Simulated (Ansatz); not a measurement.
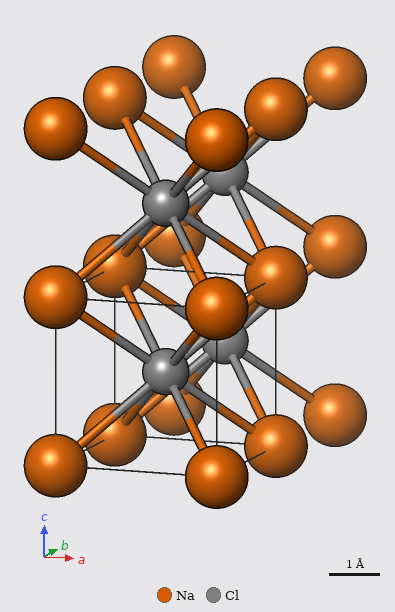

Reference structure: a symmetric starting cell of NaCl. A ball-and-stick model of the cell of the calculation, repeated 1 × 2 × 2 with one cell outlined, seen slightly off an axis.

These are results of DFT PBEsol, scalar-relativistic, plane waves, PAW (Ansatz), not measurements. Settings: plane-wave cutoff 420 eV; k-point mesh 6 × 6 × 6; occupations gaussian; smearing width 0.02 eV; no spin polarisation.

Change: All lengths are scaled by +1.5 % (volume +4.6 %), the atoms keeping their fractional coordinates. No relaxation follows. The starting cell wasn't computed here and needn't be at equilibrium, so pressure and forces aren't due to the change alone.

> What is the effect?

The pressure is −2.1 GPa (not all of it need come from the change, since the unchanged cell can be under pressure at this level too). All forces vanish by symmetry. Near-neighbour distances before and after: Cl–Na 3.033 → 3.079 Å. The space group stays Pm-3m (No. 221).

The changed structure in the same view:

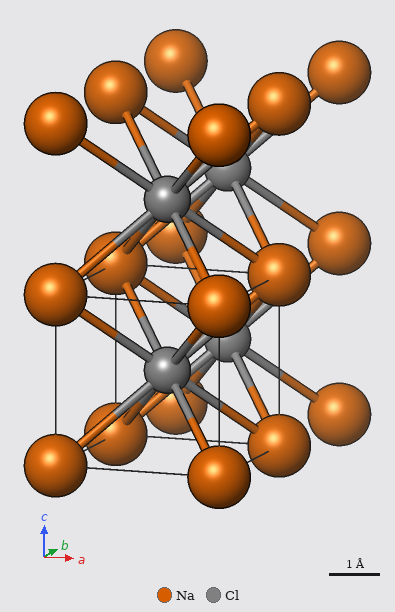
